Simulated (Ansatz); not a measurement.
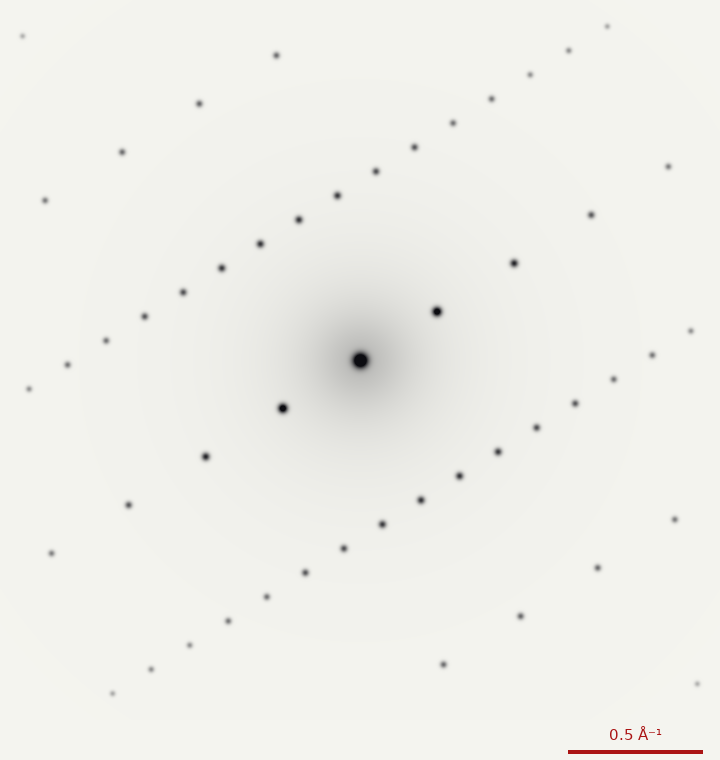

The pattern is a kinematic simulation for 200 kV electrons (no multiple scattering; isotropic B = 0.5 Å²).

Phase: Tl, space group C2/c (No. 15), a = 3.37 Å, b = 11.72 Å, c = 3.54 Å, β = 115.79°. Structure: coordinates from a relaxation with Ansatz, DFT, PBE, plane waves (420 eV) with PAW, scalar-relativistic; the starting structure was generated, so it need not be a known form of this composition.

| atom | site | symmetry | x | y | z |
| --- | --- | --- | --- | --- | --- |
| Tl | 4e | 2 | 0.5000 | 0.8736 | 0.7500 |

> Determine the zone axis from the geometry of the pattern.

The spots form a centred rectangular net whose two shortest vectors correspond to d = 5.86 Å and 1.74 Å, 81.4° apart. They index as 0 2 0 (itself too weak to see) and 1 1 -2, so the zone axis is ±[201]. The zone [10-1] gives nearly the same net, so geometry alone does not settle it; this pattern was computed for [201].
